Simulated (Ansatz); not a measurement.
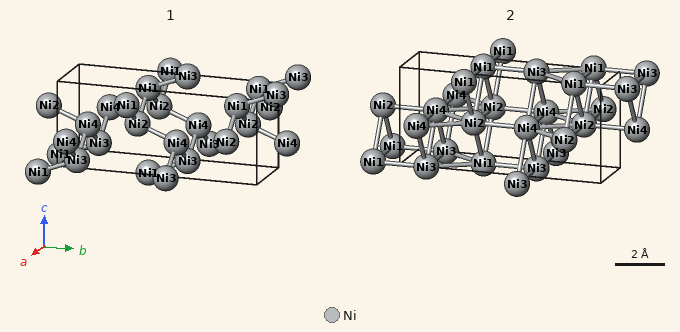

Two geometries of solid Ni (built on the black phosphorus_64 type) (coarse preliminary run), drawn at one scale. One is the start of a relaxation, the other its converged end. Style: ball-and-stick. Shown: the conventional cell (2 times the calculation's cell), slightly off an axis. Lengths and directions refer to the drawn axes.

Computed with DFT PBE, scalar-relativistic, plane waves, PAW (Ansatz). Settings: plane-wave cutoff 420 eV; k-point mesh 6 × 6 × 6; occupations gaussian; smearing width 0.1 eV; collinear spin; cell and atoms relaxed; force threshold 0.04 eV/Å; at most 70 steps.

> Which of the two is the end point?

Structure 2 is the relaxed one. Case: black phosphorus type (Cmce, No. 64). After 8 accepted moves (10 points after the start) the energy has fallen by 2849 meV per atom. The largest force component goes from 10 to 0.00025 eV/Å. Pressure: 119.45 GPa at the start and −0.01 GPa at the end. At 2 points the geometry stayed and the basis and grid were re-selected for the new cell (energy shift of 5.2 meV per atom at most each time). The largest moves relative to the cell, 0.48 Å, are those of Ni1, Ni2, Ni3 and Ni4. Ni4 goes along [0 1 3]. Cell: a 2.764 → 2.472 Å (−10.6 %), b 8.769 → 8.845 Å (+0.9 %), c 3.658 → 4.189 Å (+14.5 %). Volume +3.3 %. Near-neighbour distances that change, for instance: Ni1–Ni3 3.074 → 2.427 Å, Ni1–Ni2 1.811 → 2.432 Å, Ni1–Ni3 (another image) 1.840 → 2.334 Å, Ni1–Ni2 (another image) 2.846 → 2.432 Å. New bonds form: Ni1–Ni3 (3.07 → 2.43 Å), Ni2–Ni4 (3.07 → 2.43 Å). Bond angles that change, for instance: Ni2–Ni1–Ni2 99.5° → 61.1°, Ni2–Ni1–Ni3 103.4° → 90.0°. The space group (tolerance 0.01 Å) goes from Cmce (No. 64) to Fmmm (No. 69).
